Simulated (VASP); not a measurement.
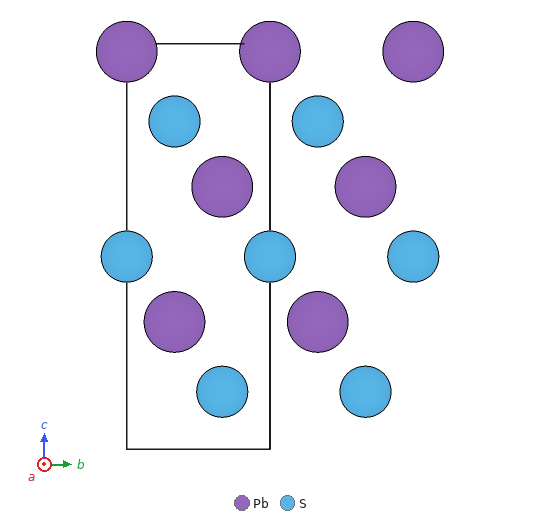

The picture looks along a close-packed row of the hexagonal mesh; c points upwards. Every atom sits on one of the three columns of the mesh; call them A, B, C in the order in which they first turn up. The sequence starts with the first layer at or above the cell's origin.

PbS (space group R3m, No. 160). Coordinates: a cell listed in the Materials Project, as set up for an electronic-structure calculation.

### List the layers of one repeat.

S(A) – Pb(B) – S(C) – Pb(A) – S(B) – Pb(C) (six layers in 10.36 Å).

### How are the S layers alone stacked?

S layers alone: ACB, the cubic close-packed type.

### Which positions between or in the S layers do the other atoms fill?

Pb: three octahedral sites (per hexagonal cell).
